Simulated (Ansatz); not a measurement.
# Single-point calculation, with input and output: BN

- system: BN (F-43m, 2 atoms in the cell)
- method: DFT, r2SCAN, plane waves, PAW, no spin polarisation (Ansatz 0.2.0)

The structure derives from an entry of the Crystallography Open Database. Figures and captions count atoms from 1; the log counts them from 0 in places.

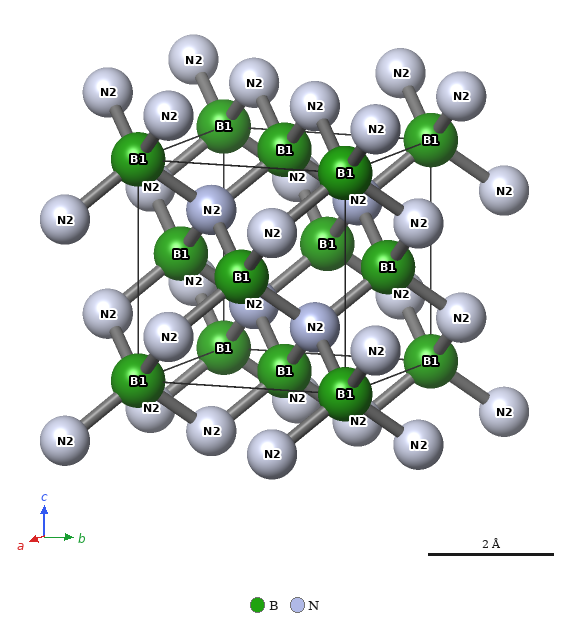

*The structure (ball-and-stick view of the cell 4 times as large as that of the calculation, set on its symmetry axes, seen slightly off an axis; neighbours outside the cell are drawn fainter; atoms are numbered from 1 in the order of the input).*

Input
```yaml
crystal:
  lattice:
    - [0.0, 1.8048042025, 1.8048042025]
    - [1.8048042025, 0.0, 1.8048042025]
    - [1.8048042025, 1.8048042025, 0.0]
  atoms:
    - { symbol: B, position: [0.0, 0.0, 0.0] }
    - { symbol: "N", position: [0.75, 0.75, 0.75] }
basis:
  ecutwfc: 500
  ecutrho_ratio: 4
kpoints:
  mp_grid: { grid: [12, 12, 12], shift: [0.5, 0.5, 0.5] }
hamiltonian:
  xc: r2scan
scf:
  occupations: { method: gaussian, width: 0.05 }
output:
  forces: true
  stress: true
  write_density: true
  write_potential: true
  elf: true
  volumetric_format: npy
```

Launch command:
```bash
ansatz run input.yaml --threads 4 --pin off --max-ram 7168MiB --backend cpu --events-out ev --progress --plain --runs-dir out
```

The program's output
```
Warning: crystal.symmetry: narrowed to the stabiliser of the k-point mesh — unitary ops 24 → 6; excluded 18 operations that carry a point of the 12×12×12 mesh (shift [0.5, 0.5, 0.5]) off the mesh (the run samples exactly the mesh kpoints.mp_grid names, as under crystal.symmetry.detect: false, and its converged state has the mesh's symmetry, not the crystal's; ε∞, the Born charges and the force constants of a linear response (`dielectric:` by the response, `phonons.method: dfpt`) are averaged over those of the crystal's operations that the state keeps within a tolerance, where `mesh_tensors`, `unaveraged_element` or `gamma_mean_max_change_ev_ang2` stands beside them; a row that `dielectric.field_direction` solves alone is averaged likewise, with nothing beside; a Γ-centred mesh of equal divisions is mapped onto itself by every operation and keeps the whole group, as does a half-shifted one under kpoints.further_shifts: images)
Engine: ansatz 0.2.0, aarch64-unknown-linux-gnu
Pseudopotentials: kind: paw
Pseudopotential: B, paw, valence charge 3, recommended cutoff 500 eV (meta_gga), B.paw.azcp
Pseudopotential: N, paw, valence charge 5, recommended cutoff 500 eV (meta_gga), N.paw.azcp
Functional definition: r2SCAN
  parameter k0 = 0.174
  parameter k1 = 0.065
  parameter a1 = 4.9479
  exchange = r2scan_x(k0 = k0, k1 = k1, a1 = a1)
  correlation = r2scan_c
Crystal: 2 atoms, lattice volume = 11.758 Å³
Basis set: ecut = 500 eV, 307 PW (Γ), exchange–correlation on 80×80×80 points (64 copies of the dense FFT grid, shifted against one another)
Bands: 8, of which v1, the nominal top of the filled ones, is band 4 counted from 1 (3 counted from 0)
Symmetry: 6 space group operations
k-points: 182 of 1728 (time reversal used)
Non-local potential: B, projectors of the file, l = 0: 2, l = 1: 2, l = 2: 1
Non-local potential: N, projectors of the file, l = 0: 2, l = 1: 2, l = 2: 1
PAW form: soft (Blöchl's): semilocal exchange-correlation on the pseudo side does not see the compensation charge
PAW frozen core: B, regenerated for the run's functional (the file was generated under x = pbe(κ = 0.804, μ = 0.2195149727645171), c = pbe(β = 0.06672455060314922))
PAW frozen core: N, regenerated for the run's functional (the file was generated under x = pbe(κ = 0.804, μ = 0.2195149727645171), c = pbe(β = 0.06672455060314922))
PAW one-centre angular grid: B, 302 points (default); XC on 160 Gauss nodes
PAW one-centre angular grid: N, 302 points (default); XC on 160 Gauss nodes
Initial density: superposition of atomic densities (neutral atoms: chi_scale 0, normalization atom), corrected by the library's trained network
Initial wavefunctions: pseudopotential atomic-orbital guess
Functional: x = r2scan, c = r2scan; τ floored in thin density (d = 2e-4 eV/Å³)
SCF iter   1: F=—  HF=-543.914214 eV  |F-HF|=—  |Δ(HF+E_count)|=         —  Δρ=1.17e-2  dr2=1.22e-2  dr2_τ=3.29e-1  ethr=1.77e-3  ⟨swp⟩=4.6  Hψ=9593  notcnv=0
preconditioner: auto → none  [insulator: Δε(μ)=5.152 eV  Ē_g=21.381 eV  σ=0.050 eV  W_gap=1.00  n_scr=0 (ndim 8)  ℏωp=30.6 eV  f_vac=0.000  D(μ)=0.00/eV (n_scr^D=0)  ε∞_Penn≈3.1]
SCF iter   2: F=—  HF=-544.006360 eV  |F-HF|=—  |Δ(HF+E_count)|=   9.21e-2  Δρ=6.54e-3  dr2=1.85e-3  dr2_τ=2.28e-4  ethr=1.53e-4  ⟨swp⟩=2.0  Hψ=4368  notcnv=0
SCF iter   3: F=—  HF=-544.006608 eV  |F-HF|=—  |Δ(HF+E_count)|=   2.48e-4  Δρ=1.59e-3  dr2=1.09e-4  dr2_τ=2.90e-5  ethr=2.31e-5  ⟨swp⟩=2.0  Hψ=1904  notcnv=0
SCF iter   4: F=—  HF=-544.006622 eV  |F-HF|=—  |Δ(HF+E_count)|=   1.46e-5  Δρ=1.61e-4  dr2=1.58e-6  dr2_τ=1.72e-7  ethr=1.37e-6  ⟨swp⟩=2.0  Hψ=2179  notcnv=0
SCF iter   5: F=—  HF=-544.006623 eV  |F-HF|=—  |Δ(HF+E_count)|=   2.56e-7  Δρ=6.21e-5  dr2=3.70e-7  dr2_τ=1.69e-8  ethr=1.97e-8  ⟨swp⟩=2.6  Hψ=2204  notcnv=0
SCF iter   6: F=-544.006623 eV  HF=-544.006623 eV  |F-HF|=2.59e-9  |Δ(HF+E_count)|=   4.22e-9  Δρ=1.07e-5  dr2=9.73e-9  dr2_τ=2.30e-10  ethr=1.25e-9  ⟨swp⟩=8.9  Hψ=9992  notcnv=0
SCF 1 converged in 6 iterations: F = -544.006623 eV  dr2 = 9.73e-9
  greatest PAW one-centre occupation: 0.797 electrons in one spin orbital (limit 2), on the N atom at site 1 (counted from 0), in its partial waves of l = 0
SCF converged after 6 iterations
Free energy (F): -544.006623 eV
Harris-Foulkes:  -544.006623 eV  (|F-HF|=2.59e-9)
Internal energy: -544.006623 eV  (E = F + TS)
E sigma→0 (E₀):  -544.006623 eV
Fermi energy:    13.636227 eV
--- Per-component energies (eV) ---
  E_band       = 22.331994
  E_kinetic    = 186.172117
  E_local      = -174.769049  (includes V_loc(G=0)·N_el)
  E_nonlocal   = 55.887480
  E_hartree    = 49.520728
  E_xc         = -92.367607
  E_vxc        = -127.842304  (∫ρ·V_xc dr)
  E_paw        = -209.482342  (= ΣΔE_a)
  E_vpaw       = -23.157203  (= ΣTr[D̂ρ^β])
  E_aug_tail   = 0.000018  (compensation charges beyond the density's cutoff)
  E_vtau       = 7.000603  (kinetic-family band-sum trace: ∫τ·v_τ [+ j·A + Jᵃ·Aᵃ] dr)
  E_ewald      = -358.919961
  E_core_change = -0.048007  (= ΣΔE_core)
  E_smearing   = -0.000000  (= −TS)
  E_closure    = -0.000000  (closes the sum)
  Σ components = -544.006623   (vs F -544.006623, Δ=0.00e0)
--- Forces (eV/Å), atoms counted from 1 ---
  atom   1  B      0.00000357     0.00000357     0.00000357
  atom   2  N     -0.00000360    -0.00000360    -0.00000360
  max |Σ_I F_I| component: 2.35e-8 eV/Å
--- Stress (GPa, compression-positive) ---
        0.040721      -0.000076      -0.000076
       -0.000076       0.040721      -0.000076
       -0.000076      -0.000076       0.040721
  P = ⅓ Tr σ = 0.0407 GPa (0.407 kbar)
--- Band table (eV; the first three rows and the last of 182) ---
  k-point 0: bands = ["-10.2151", "10.8265", "11.0324", "11.0324", "20.7363", "20.7439", "20.7439", "22.3296"]
  k-point 1: bands = ["-9.9817", "9.7614", "10.5042", "10.9477", "20.9184", "20.9330", "21.3677", "23.0779"]
  k-point 2: bands = ["-9.4076", "7.4996", "9.9401", "10.5471", "21.2930", "21.5411", "22.0688", "24.5002"]
  k-point 181: bands = ["-5.8474", "0.1453", "8.3966", "8.8713", "21.9983", "22.6947", "23.0681", "27.7429"]
```

File rho_z.tsv
```
# z_ang	rho[e/angstrom^3]
# format = ansatz-planar-average/11
# lattice	0.000000000	1.804804202	1.804804202
# lattice	1.804804202	0.000000000	1.804804202
# lattice	1.804804202	1.804804202	0.000000000
# sites	2
# site	5	0.000000000	0.000000000	0.000000000
# site	7	2.707206304	2.707206304	2.707206304
0.000000	7.289361e-1
0.127619	5.897704e-1
0.255238	4.817879e-1
0.382857	4.053682e-1
0.510476	3.556531e-1
0.638095	3.280033e-1
0.765714	3.205795e-1
0.893333	3.349214e-1
1.020951	3.738731e-1
1.148570	4.404344e-1
1.276189	5.371935e-1
1.403808	6.606997e-1
1.531427	7.960233e-1
1.659046	9.238920e-1
1.786665	1.032439e0
1.914284	1.113319e0
2.041903	1.149928e0
2.169522	1.122678e0
2.297141	1.027671e0
2.424760	8.849990e-1
```

File v_z.tsv
```
# z_ang	v_es[eV]	v_tot[eV]
# format = ansatz-planar-average/11
# xc	r2scan
# density_cutoff_ev	2000
# datasets	B=:simpson_from_first_knot:soft:shift=0	N=:simpson_from_first_knot:soft:shift=0
# lattice	0.000000000	1.804804202	1.804804202
# lattice	1.804804202	0.000000000	1.804804202
# lattice	1.804804202	1.804804202	0.000000000
# sites	2
# site	5	0.000000000	0.000000000	0.000000000
# site	7	2.707206304	2.707206304	2.707206304
0.000000	-3.895766e0	-1.892471e1
0.127619	-1.757921e0	-1.575669e1
0.255238	5.487616e-1	-1.230228e1
0.382857	2.918880e0	-8.867735e0
0.510476	5.425235e0	-5.607543e0
0.638095	7.861593e0	-2.694832e0
0.765714	9.792286e0	-6.206817e-1
0.893333	1.098903e1	4.035728e-1
1.020951	1.128460e1	3.882937e-1
1.148570	1.051795e1	-9.076144e-1
1.276189	8.765929e0	-3.481996e0
1.403808	6.301082e0	-6.903264e0
1.531427	3.538256e0	-1.059412e1
1.659046	7.976727e-1	-1.408924e1
1.786665	-1.771914e0	-1.728238e1
1.914284	-4.032005e0	-2.012235e1
2.041903	-5.745261e0	-2.217306e1
2.169522	-6.640799e0	-2.312745e1
2.297141	-6.571635e0	-2.294429e1
2.424760	-5.590361e0	-2.148252e1
```

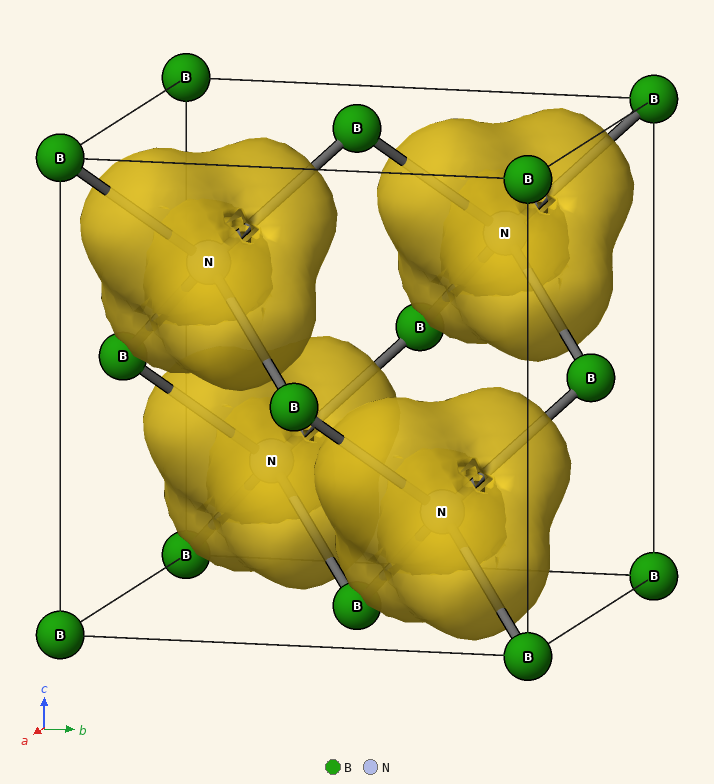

*Isosurface of the ELF at 0.7 (yellow), seen slightly off an axis. Core shells and regions of very low density are left out. Sticks mark near contacts. The outline is the cell set on symmetry axes.*

Along the contacts the grid gives the following. In a PAW calculation such maps are meaningful between the atoms, not at the nuclei.

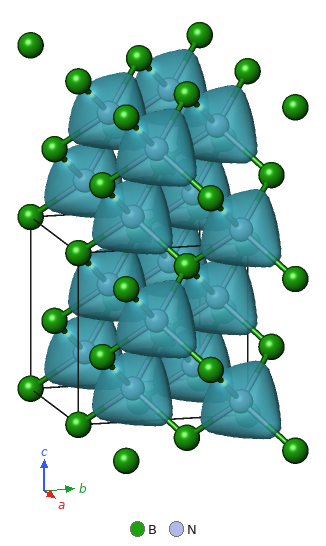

*Isosurface of the valence electron density at 1 e/Å³ (cyan), seen slightly off an axis. Sticks mark near contacts. The outline is the cell set on symmetry axes.*

At this value the density breaks into separate islands; it holds about 50 % of the electrons treated as valence. On the grid the lowest density along these lines, outside the cores, is 1.2 e/Å³ (B–N, 1.56 Å).

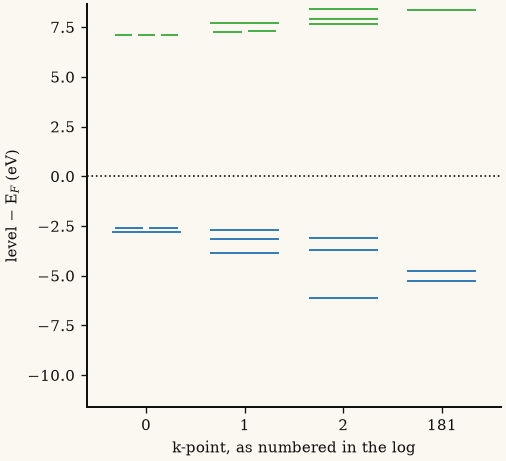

*Kohn–Sham levels near the Fermi level (dotted) at the few k-points that the log prints; levels within 0.02 eV of each other stand side by side.*

Among these points the highest filled and lowest empty levels are 9.70 eV apart; the gap on the full mesh, 5.21 eV, has an edge at a point that isn't printed.

Key numbers

- outcome: converged
- space group (tolerance 0.01 Å): F-43m (216)
- electrons treated: 8
- free energy: −544.0066 eV
- Fermi energy: 13.636 eV
- gap on the k-point mesh: 5.21 eV
- pressure: 0.04 GPa
- largest force (length of the vector): under 0.001 eV/Å
- hardware: 4 threads of Arm Neoverse V1, 24 GiB of memory available, shared host
- wall time: 1.6 s (CPU time 5.8 s)
- peak memory: 0.33 GiB

Remarks

Settings chosen away from the usual ones: kpoints.mp_grid.shift = [0.5, 0.5, 0.5]. The program warns: the k-point mesh lowers the symmetry that the run can use.
